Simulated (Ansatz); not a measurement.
# Run report: Al2Cu, single-point calculation

The run: single-point calculation of Al2Cu (C2/c, 6 atoms in the cell). Method and program: DFT PBEsol, scalar-relativistic, plane waves, PAW, no spin polarisation (Ansatz 0.2.0).

The structure derives from an entry of the Crystallography Open Database. It belongs to a series of runs on one base structure; here: mode 4 (145.8 1/cm) frozen in, largest displacement -0.120 A. Figures and captions count atoms from 1; the log counts them from 0 in places.

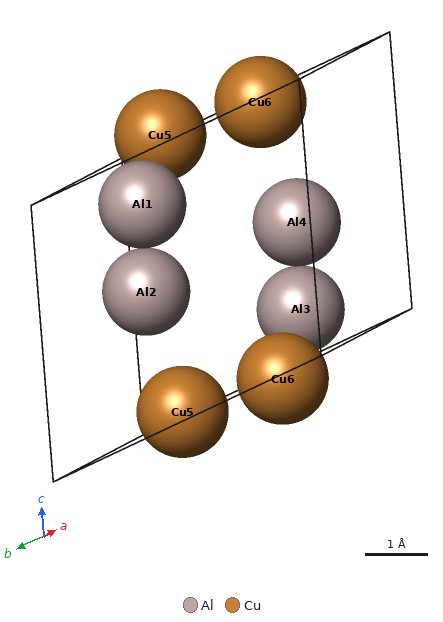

Fig. 1: The input geometry (spheres-only view of the cell of the calculation, seen at an oblique angle; atoms are numbered from 1 in the order of the input). An atom can appear more than once, as a periodic image.

The input
```yaml
crystal:
  lattice:
    - [-2.9965506923, 2.9965506923, 2.4139243086]
    - [2.9965506923, -2.9965506923, 2.4139243086]
    - [2.9965506923, 2.9965506923, -2.4139243086]
  atoms:
    - { symbol: Al, position: [0.1507545467, 0.6507545467, 0.818639916] }
    - { symbol: Al, position: [0.6507545467, 0.8321146307, 0.5] }
    - { symbol: Al, position: [0.8492454533, 0.3492454533, 0.181360084] }
    - { symbol: Al, position: [0.3492454533, 0.1678853693, 0.5] }
    - { symbol: Cu, position: [0.75, 0.7700230219, 0.0200230219] }
    - { symbol: Cu, position: [0.25, 0.2299769781, -0.0200230219] }
basis:
  ecutwfc: 420
kpoints:
  mp_grid: { grid: [12, 12, 12] }
hamiltonian:
  xc: pbesol
scf:
  occupations: { method: gaussian, width: 0.15 }
output:
  forces: true
  stress: true
  eigenvalues: true
  write_density: true
  write_potential: true
  elf: true
  volumetric_format: npy
```

Machine: 2 threads of Arm Neoverse V1, 24 GiB of memory available, shared host.

Command:
```bash
ansatz run input.yaml --threads 2 --pin off --max-ram 5120MiB --backend cpu --events-out ev --progress --plain --runs-dir out
```

Log
```
Engine: ansatz 0.2.0, aarch64-unknown-linux-gnu
Pseudopotentials: kind: paw
Pseudopotential: Al, paw, valence charge 3, recommended cutoff 420 eV (normal), Al.paw.azcp
Pseudopotential: Cu, paw, valence charge 19, recommended cutoff 420 eV (normal), Cu.paw.azcp
Functional definition: PBEsol
  exchange = pbesol_x
  correlation = pbesol_c
Crystal: 6 atoms, lattice volume = 86.702 Å³
Basis set: ecut = 420 eV, 1681 PW (Γ), exchange–correlation on 72×72×72 points (8 copies of the dense FFT grid, shifted against one another)
Bands: 31, of which v1, the nominal top of the filled ones, is band 25 counted from 1 (24 counted from 0)
Symmetry: 4 space group operations
Space group: C2/c (ITA 15), of the structure as read, at distance tolerance 4.4e-5 Å
k-points: 476 of 1728
Non-local potential: Al, projectors of the file, l = 0: 2, l = 1: 2, l = 2: 1
Non-local potential: Cu, projectors of the file, l = 0: 3, l = 1: 2, l = 2: 3, l = 3: 1
PAW form: soft (Blöchl's): semilocal exchange-correlation on the pseudo side does not see the compensation charge
PAW frozen core: Al, regenerated for the run's functional, and the local potential with it (the file was generated under x = pbe(κ = 0.804, μ = 0.2195149727645171), c = pbe(β = 0.06672455060314922))
PAW frozen core: Cu, regenerated for the run's functional, and the local potential with it (the file was generated under x = pbe(κ = 0.804, μ = 0.2195149727645171), c = pbe(β = 0.06672455060314922))
PAW one-centre angular grid: Al, 110 points (default); XC on 64 Gauss nodes
PAW one-centre angular grid: Cu, 590 points (default); XC on 64 Gauss nodes
Initial density: superposition of atomic densities (neutral atoms: chi_scale 0, normalization atom), corrected by the library's trained network
Initial wavefunctions: pseudopotential atomic-orbital guess
Functional: x = pbesol(κ = 0.804, μ = 0.12345679012345678), c = pbesol(β = 0.046)
SCF iter   1: F=—  HF=-15276.721627 eV  |F-HF|=—  |Δ(HF+E_count)|=         —  Δρ=5.20e-3  dr2=1.24e-2  ethr=1.77e-3  ⟨swp⟩=7.6  Hψ=72708  notcnv=0
preconditioner: auto → Kerker (q_TF=auto, 2.489 Å⁻¹)  [metal: Δε(μ)=0.005 eV  Ē_g=7.270 eV  σ=0.150 eV  W_gap=0.02  n_scr=16 (ndim 8)  ℏωp=23.3 eV  f_vac=0.000  D(μ)=2.11/eV (n_scr^D=16)]
SCF iter   2: F=—  HF=-15276.717414 eV  |F-HF|=—  |Δ(HF+E_count)|=   4.21e-3  Δρ=1.44e-3  dr2=4.50e-3  ethr=2.48e-5  ⟨swp⟩=2.4  Hψ=29646  notcnv=0
SCF iter   3: F=—  HF=-15276.716777 eV  |F-HF|=—  |Δ(HF+E_count)|=   6.37e-4  Δρ=9.70e-4  dr2=1.71e-3  ethr=9.00e-6  ⟨swp⟩=1.0  Hψ=14199  notcnv=0
SCF iter   4: F=—  HF=-15276.716339 eV  |F-HF|=—  |Δ(HF+E_count)|=   4.38e-4  Δρ=2.57e-4  dr2=1.59e-4  ethr=3.41e-6  ⟨swp⟩=2.1  Hψ=21294  notcnv=0
SCF iter   5: F=—  HF=-15276.716298 eV  |F-HF|=—  |Δ(HF+E_count)|=   4.09e-5  Δρ=5.39e-5  dr2=6.08e-6  ethr=3.18e-7  ⟨swp⟩=2.0  Hψ=20545  notcnv=0
SCF iter   6: F=—  HF=-15276.716304 eV  |F-HF|=—  |Δ(HF+E_count)|=   6.31e-6  Δρ=7.43e-6  dr2=4.23e-8  ethr=2.00e-10  ⟨swp⟩=9.7  Hψ=108220  notcnv=0
SCF iter   7: F=-15276.716304 eV  HF=-15276.716304 eV  |F-HF|=8.00e-9  |Δ(HF+E_count)|=  1.36e-10  Δρ=3.80e-6  dr2=9.74e-9  ethr=8.46e-11  ⟨swp⟩=4.8  Hψ=79509  notcnv=0
SCF 1 converged in 7 iterations: F = -15276.716304 eV  dr2 = 9.74e-9
  greatest PAW one-centre occupation: 1.000 electrons in one spin orbital (limit 2), on the Cu atom at site 5 (counted from 0), in its partial waves of l = 0
```

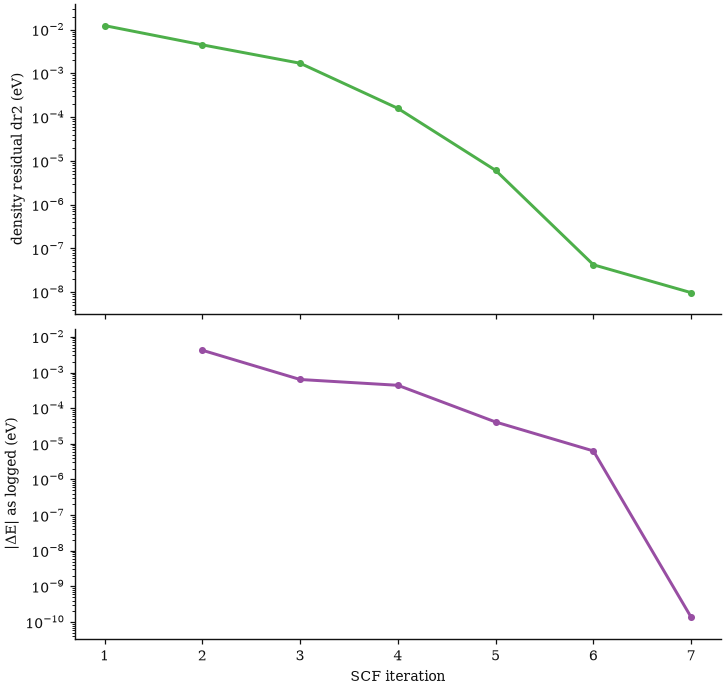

Fig. 2: Convergence of the self-consistent field: density residual dr2 and size of the energy change against the SCF iteration. The residual falls at every step.

```
SCF converged after 7 iterations
Free energy (F): -15276.716304 eV
Harris-Foulkes:  -15276.716304 eV  (|F-HF|=8.00e-9)
Internal energy: -15276.692766 eV  (E = F + TS)
E sigma→0 (E₀):  -15276.704535 eV
Entropy (-TS):   -0.023538 eV (-3.923 meV/atom)
Fermi energy:    10.672888 eV
--- Per-component energies (eV) ---
  E_band       = -917.215074
  E_kinetic    = 694.611835
  E_local      = -12342.966784  (includes V_loc(G=0)·N_el)
  E_nonlocal   = 813.363885
  E_hartree    = 5583.062066
  E_xc         = -339.068869
  E_vxc        = -351.964271  (∫ρ·V_xc dr)
  E_paw        = -5062.194629  (= ΣΔE_a)
  E_vpaw       = -896.395278  (= ΣTr[D̂ρ^β])
  E_aug_tail   = 0.000535  (compensation charges beyond the density's cutoff)
  E_ewald      = -4623.989764
  E_core_change = 0.488960  (= ΣΔE_core)
  E_smearing   = -0.023538  (= −TS)
  E_closure    = 0.000000  (closes the sum)
  Σ components = -15276.716304   (vs F -15276.716304, Δ=0.00e0)
--- Forces (eV/Å), atoms counted from 1 ---
  atom   1  Al    -0.04945001     0.01216016     0.08413368
  atom   2  Al     0.04945001     0.01216016     0.08413368
  atom   3  Al     0.04945001    -0.01216016    -0.08413368
  atom   4  Al    -0.04945001    -0.01216016    -0.08413368
  atom   5  Cu    -0.60441827     0.00000000     0.00000000
  atom   6  Cu     0.60441827     0.00000000     0.00000000
  max |Σ_I F_I| component: 1.39e-17 eV/Å
--- Stress (GPa, compression-positive) ---
        0.786412       0.000000       0.000000
        0.000000       0.420845      -1.075964
        0.000000      -1.075963      -0.138610
  P = ⅓ Tr σ = 0.3562 GPa (3.562 kbar)
--- Band table (eV; the first three rows and the last of 476) ---
  k-point 0: bands = ["-102.8044", "-102.7949", "-60.3321", "-60.3309", "-60.3241", "-60.3226", "-60.3194", "-60.2197", "-0.2993", "5.2391", "5.4382", "5.4701", "5.4902", "6.4022", "6.5094", "6.7710", "7.0566", "7.3217", "7.3973", "7.7152", "7.7480", "8.6966", "9.2397", "9.3910", "9.4194", "9.8540", "10.4578", "10.7301", "12.2007", "12.2285", "12.3094"]
  k-point 1: bands = ["-102.8044", "-102.7948", "-60.3321", "-60.3309", "-60.3241", "-60.3226", "-60.3194", "-60.2197", "-0.2412", "5.1595", "5.4337", "5.4652", "5.4793", "6.3655", "6.5195", "6.7365", "6.9894", "7.2462", "7.3232", "7.3967", "7.8088", "9.0583", "9.1045", "9.1894", "9.4732", "9.9990", "10.5931", "11.0573", "12.3839", "12.4207", "12.4387"]
  k-point 2: bands = ["-102.8044", "-102.7949", "-60.3321", "-60.3309", "-60.3241", "-60.3226", "-60.3194", "-60.2197", "-0.0673", "4.7668", "5.4002", "5.4668", "5.5294", "6.2827", "6.5293", "6.5548", "6.7902", "6.9278", "7.3234", "7.3949", "8.0197", "8.7707", "8.7871", "9.2830", "9.6247", "10.0208", "11.4360", "11.7458", "12.7878", "12.8365", "12.9580"]
  k-point 475: bands = ["-102.8044", "-102.7949", "-60.3322", "-60.3310", "-60.3241", "-60.3226", "-60.3194", "-60.2197", "3.5377", "3.6172", "3.7434", "3.7581", "5.2060", "5.7665", "5.7955", "6.0186", "6.2250", "6.4623", "6.4850", "6.8134", "7.3048", "7.3296", "7.3861", "8.8111", "13.3057", "13.6164", "13.6402", "14.0011", "14.8865", "15.4910", "15.4955"]
```

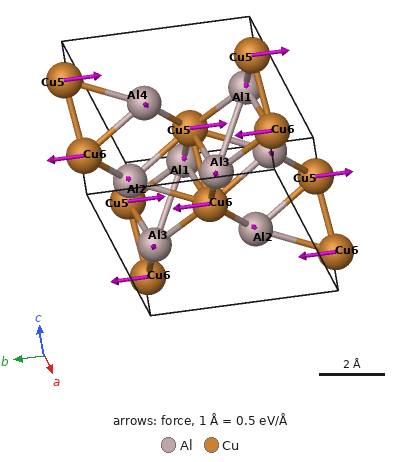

Fig. 3: Forces on the atoms as pink arrows (ball-and-stick view of the cell 2 times as large as that of the calculation, set on its symmetry axes, seen at an oblique angle; atoms are numbered from 1 in the order of the input). The largest act on Cu5, Cu6 (0.60 eV/Å). The geometry is not a stationary point of this energy.

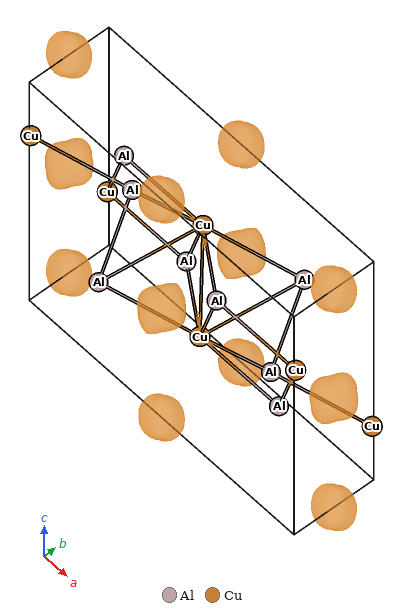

Fig. 4: Isosurface of the electron localisation function at 0.75 (orange), seen slightly off an axis. Only the valence region is drawn (cores and ρ < 0.01 e/Å³ removed). Sticks mark near contacts. The outline is the cell set on symmetry axes. The ELF exceeds this value in four regions between bonded Al–Al atoms (shared pairs), counted in one cell of 12 atoms. Profiles from the grid: Cu–Cu (2.43 Å): the ELF is about 0.25 at the midpoint (no localised pair between them). Al–Cu (2.48 Å): the ELF peaks at about 0.65 between the atoms. The fields are those of the smooth PAW valence density.

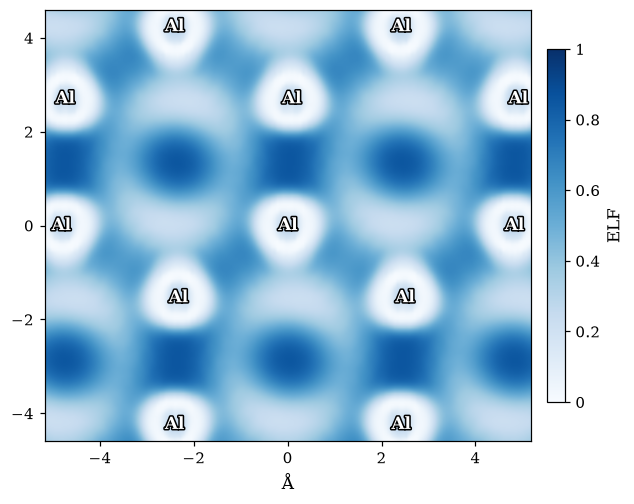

Fig. 5: Electron localisation function on the (11̄0) plane of the conventional cell. The section cuts through Al sites. Al–Al (2.70 Å): the ELF peaks at about 0.85 between the atoms, which marks a covalent bond. Al–Al (2.79 Å): the ELF peaks at about 0.65 between the atoms.

Summary

```tsv
quantity	value
outcome	converged
space group (tolerance 0.01 Å)	C2/c (15)
electrons treated	50
free energy	−15276.7163 eV
Fermi energy	10.673 eV
gap on the k-point mesh	none (metallic)
pressure	0.36 GPa
largest force (length of the vector)	0.604 eV/Å
wall time	58 s (CPU time 1.9 min)
peak memory	1 GiB
```
